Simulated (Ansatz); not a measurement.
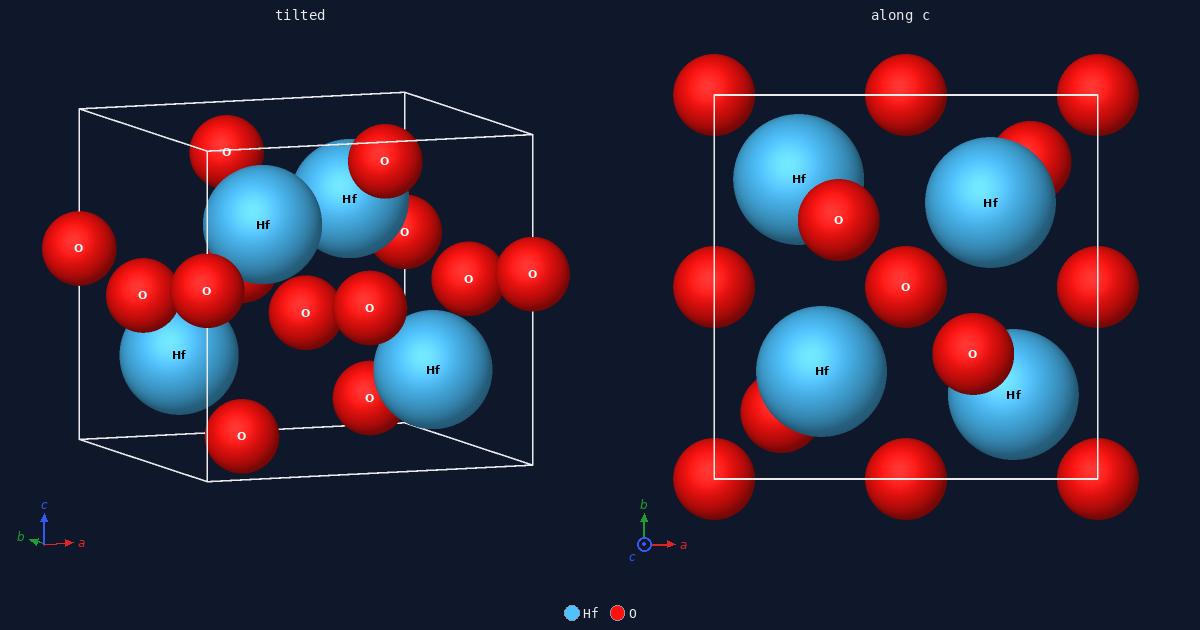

We look at a spheres-only model of the crystal slightly off an axis and along the c axis. Lines trace the edges of the simulation cell.

This input was run:
```yaml
crystal:
  lattice:
    - [5.130821009, 0.0, 0.0]
    - [0.0, 5.1352420365, 0.0]
    - [0.0, 0.0, 4.8928068906]
  atoms:
    - { symbol: Hf, position: [0.2798253534, 0.2800103044, 0.7281765132] }
    - { symbol: Hf, position: [0.7798253534, 0.2199896956, 0.2718234868] }
    - { symbol: Hf, position: [0.7201746466, 0.7199896956, 0.7281765132] }
    - { symbol: Hf, position: [0.2201746466, 0.7800103044, 0.2718234868] }
    - { symbol: O, position: [0.5, 0.5, 0.4221199235] }
    - { symbol: O, position: [0.0, 0.0, 0.5778800765] }
    - { symbol: O, position: [0.5, 0.0, 0.500460491] }
    - { symbol: O, position: [0.0, 0.5, 0.499539509] }
    - { symbol: O, position: [0.3247523639, 0.6742976491, 0.8937685133] }
    - { symbol: O, position: [0.8247523639, 0.8257023509, 0.1062314867] }
    - { symbol: O, position: [0.6752476361, 0.3257023509, 0.8937685133] }
    - { symbol: O, position: [0.1752476361, 0.1742976491, 0.1062314867] }
kpoints:
  mp_grid: { grid: [4, 4, 4] }
hamiltonian:
  xc: pbesol
scf:
  occupations: { method: fixed }
phonons:
  method: dfpt
  dielectric: true
  qpoints: [[0, 0, 0]]
  rigid_motions: translations
```

Computational set-up: Ansatz 0.2.0, DFT, PBEsol, plane waves, PAW, an energy cutoff of 420 eV, k-point mesh 4×4×4, no spin polarisation.

> Is it conducting or gapped at this level?

An insulator at this level, with a gap of 3.69 eV, direct.

> Estimate ε∞.

ε∞ averages 5.3.

The cell started as a structure listed in the Materials Project. Earlier steps of the study, as a rule a relaxation of our own, may have changed the cell and positions, so they can lie some per cent off the listed ones. A calculation with Ansatz used it as input.
